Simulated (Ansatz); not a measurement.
**AlGa5As6: density, localisation and related maps**

```
CELL_PARAMETERS angstrom
7.01079 0.00000 0.00000
-3.50539 6.07152 0.00000
0.00000 0.00000 6.67134
ATOMIC_POSITIONS crystal
Al 0.00000 0.00000 0.00056
Ga 0.66667 0.33333 0.00080
Ga 0.33333 0.66667 0.00080
Ga 0.33323 0.00000 0.50127
Ga 0.00000 0.33323 0.50127
Ga 0.66677 0.66677 0.50127
As 0.00000 0.00000 0.37373
As 0.66667 0.33333 0.37517
As 0.33333 0.66667 0.37517
As 0.33267 0.00000 0.87532
As 0.00000 0.33267 0.87532
As 0.66733 0.66733 0.87532
```

Space group P31m; a structure generated by program, which may or may not match a known phase.

All numbers below come from DFT PBE, scalar-relativistic, plane waves, PAW in Ansatz 0.2.0.

In a PAW calculation such maps are meaningful between the atoms, not at the nuclei.

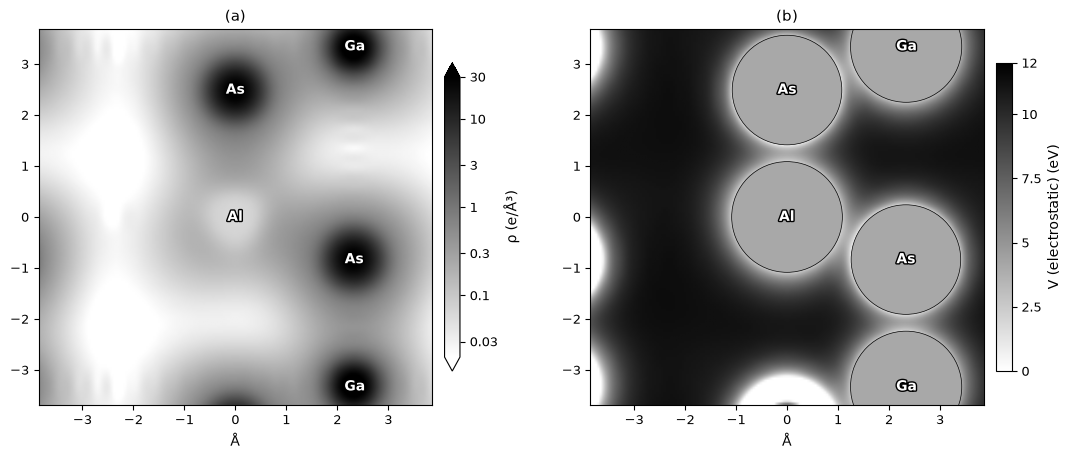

Figure 1. (a) valence charge density (pseudo); (b) electrostatic potential energy of an electron on the (010) plane of the conventional cell. Grey discs cover the atomic cores in the potential map.

What do the fields say about this system?

Answer. The plane passes through Al, Ga and As nuclei.
Al–As (2.49 Å): ρ at the midpoint is about 0.46 e/Å³.
Ga–As (2.50 Å): the density is about 0.45 e/Å³ at the midpoint.
Between the atoms the lowest density in this plane is 0.009 e/Å³.
Outside the cores the potential energy rises away from the atoms and is highest about 2.4 Å from the nearest atoms; its zero is arbitrary.

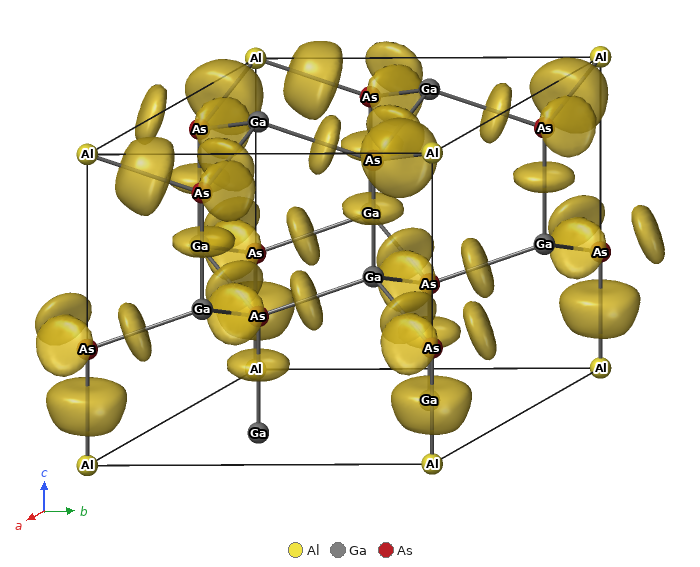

Figure 2. Isosurface of the ELF at 0.7 (yellow), seen at an oblique angle. Core shells and regions of very low density are left out. Sticks mark near contacts.

Describe the localisation domains.

Answer. The surface consists of four regions between bonded Al–As atoms (shared pairs) and 20 regions between bonded As–Ga atoms (shared pairs), counted in one cell of 12 atoms. Regions shared between cells count once. Along the contacts the grid gives the following. Al–As (2.48 Å): the ELF peaks at about 0.90 between the atoms; a shared electron pair. Ga–As (2.48 Å): the ELF peaks at about 0.80 between the atoms: a covalent bond.

Does the calculation make it a metal, or give it a gap?

Answer. It is gapped, with a Kohn–Sham gap of 0.39 eV on the k-point mesh, an upper bound to the gap of this method.
